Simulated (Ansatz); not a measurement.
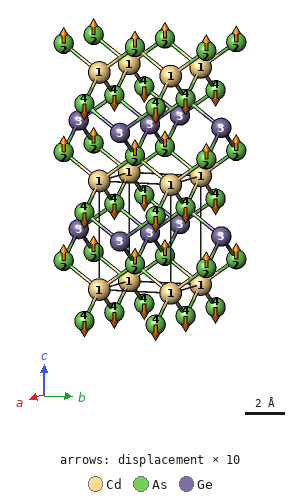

This is a relaxation of solid CdGeAs₂ (a generated structure, set up in P-4m2). The starting structure is drawn; orange arrows show the displacements (the part carried along by the change of the cell is left out), 10 times their true length.

A ball-and-stick model of the cell of the calculation, repeated 1 × 1 × 2 with one cell outlined, seen slightly off an axis.

Theory: DFT, PBEsol, plane waves, PAW (Ansatz).

The input:
```yaml
crystal:
  lattice:
    - [4.0503129394, 0.0, 0.0]
    - [0.0, 4.0503129394, 0.0]
    - [0.0, 0.0, 5.7280074907]
  atoms:
    - { symbol: Cd, position: [0.0, 0.0, 0.0] }
    - { symbol: As, position: [0.0, 0.5, 0.25] }
    - { symbol: Ge, position: [0.5, 0.5, 0.5] }
    - { symbol: As, position: [0.5, 0.0, 0.75] }
kpoints:
  mp_grid: { grid: [6, 6, 4] }
hamiltonian:
  xc: pbesol
scf:
  occupations: { method: fermi_dirac, width: 0.03 }
relax:
  f_tol: 0.01
  cell: {}
  max_steps: 120
output:
  write_density: true
  write_potential: true
  elf: true
  volumetric_format: npy
```

Command:
```bash
ansatz run input.yaml --threads 2 --pin off --max-ram 29491MiB --backend cpu --events-out ev --progress --plain --runs-dir out
```

> Which element moves most?

Arsenic: up to 0.088 Å, against 0.000 Å for cadmium.

> What did the optimiser do to the structure, and how much energy did it gain?

The largest moves relative to the cell, 0.088 Å, are those of As2 and As4. As4 goes along −c. Cd and Ge stay in place. The drawn cell changes as follows: a = b 4.050 → 4.079 Å (+0.7 %), c 5.728 → 6.040 Å (+5.4 %); the volume changes by +7.0 %. Near-neighbour distances that change, for instance: Cd1–As2 2.480 → 2.591 Å, As2–Ge3 2.480 → 2.486 Å. Bond angles that change, for instance: Cd1–As4–Cd1 109.5° → 103.8°, As2–Cd1–As2 109.5° → 103.8°, As2–Cd1–As4 109.5° → 112.4°. The space group stays P-4m2 (No. 115). The energy falls by 0.184 eV per cell of the calculation in 5 accepted moves (7 points after the start). The largest force component goes from 0.98 to 0.00047 eV/Å. Pressure: 5.14 GPa at the start and 0.00 GPa at the end. At 2 points the geometry stayed and the basis and grid were re-selected for the new cell (energy shift of 1.3 meV per cell of the calculation at most each time). The run took 26 s on 2 threads of AMD EPYC 7R13 Processor (Zen 3), with other jobs on the host, peak memory 0.58 GiB.
